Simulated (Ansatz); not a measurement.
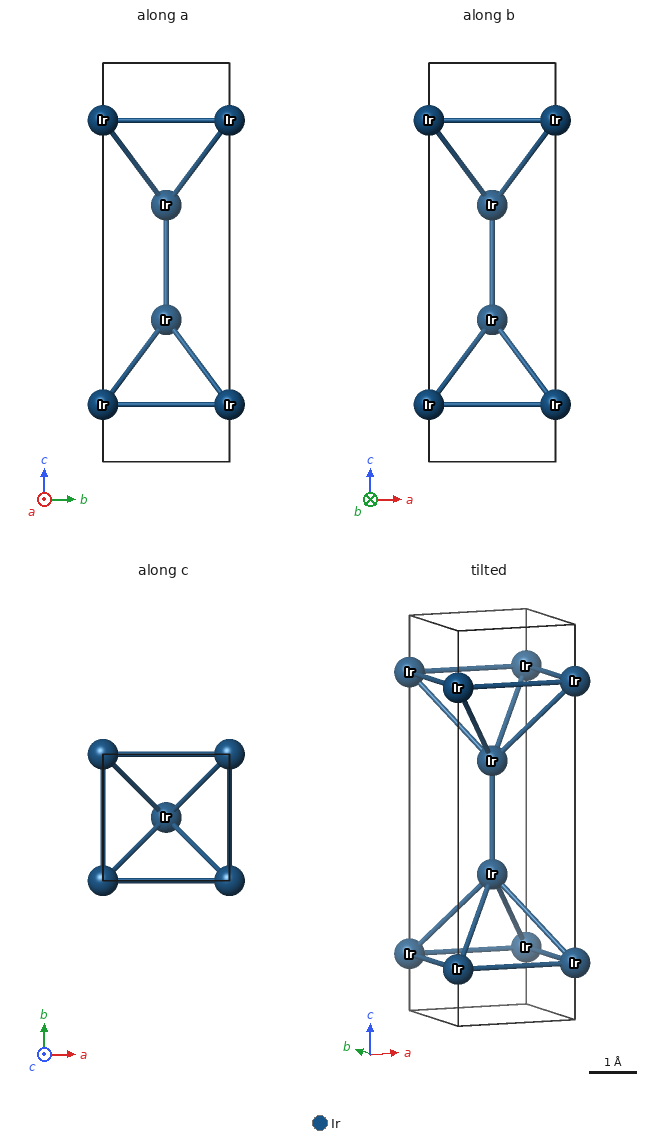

This ball-and-stick model is shown along the a axis, along the b axis, along the c axis and slightly off an axis. The parallelepiped is the conventional unit cell.

Lattice parameters: a = 2.7007 Å, b = 2.7007 Å, c = 8.5126 Å, α = 90.000°, β = 90.000°, γ = 90.000°.

**Express the structure as a CIF with its space group and independent sites, with free fractional coordinates to two decimals.**

```cif
data_structure
_symmetry_space_group_name_H-M 'I 4/m m m'
_symmetry_Int_Tables_number 139
_cell_length_a 2.7007
_cell_length_b 2.7007
_cell_length_c 8.5126
_cell_angle_alpha 90.000
_cell_angle_beta 90.000
_cell_angle_gamma 90.000
_cell_volume 62.09
loop_
_atom_site_label
_atom_site_type_symbol
_atom_site_symmetry_multiplicity
_atom_site_Wyckoff_symbol
_atom_site_fract_x
_atom_site_fract_y
_atom_site_fract_z
_atom_site_occupancy
Ir1 Ir 4 e 0.50 0.50 0.36 1
```

Origin of the cell: a structure type filled with this element by a generator (whether the element takes this form wasn't checked). It was relaxed with Ansatz 0.2.0, DFT PBEsol, scalar-relativistic, plane waves, PAW.
